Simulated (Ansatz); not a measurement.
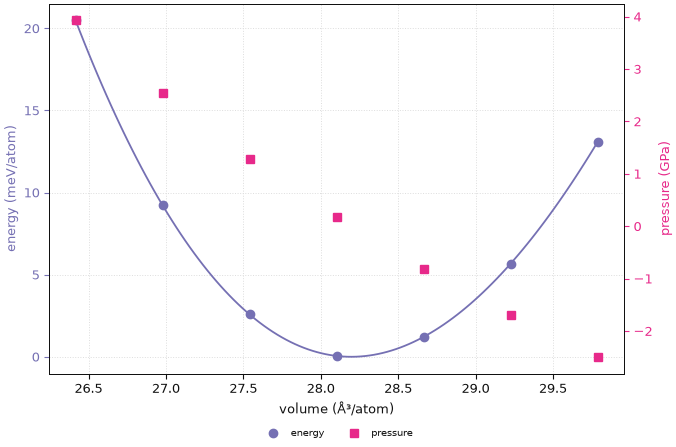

Energy and pressure against volume for CdSe, space group P6_3mc (No. 186).

A third-order Birch–Murnaghan fit gives V0 = 28.20 Å³/atom, B0 = 51.7 GPa and B′ = 4.6. The energy is 20.49 meV/atom at volume 26.42 Å³/atom and 13.09 meV/atom at 29.79 Å³/atom; the lowest computed point is at volume 28.10 Å³/atom (0.06 meV/atom), and no other minimum shows. The pressure falls from 3.93 GPa at volume 26.42 Å³/atom to −2.49 GPa at 29.79 Å³/atom, and changes sign near 28.20 Å³/atom.

Calculation (Ansatz 0.2.0): all-electron LAPW DFT, no spin polarisation; energies at scaled volumes of the given cell, shape and fractions fixed, counted from the fit's minimum, third-order Birch-Murnaghan fit. Level: PBEsol.

| setting | value |
| --- | --- |
| k mesh | 7×7×4 |
| occupations | Fermi–Dirac |
| smearing width | 0.05 eV |
| potentials | all electron LAPW, scalar relativistic |
| program settings | basis error eV/atom 0.002 |

Cell as given: a = 4.300 Å, b = 4.300 Å, c = 7.020 Å, α = 90.00°, β = 90.00°, γ = 120.00°; 4 atoms.

Limits of the calculation: shape and atomic fractions are frozen while scaling, which makes layered, chain and framework solids too stiff.
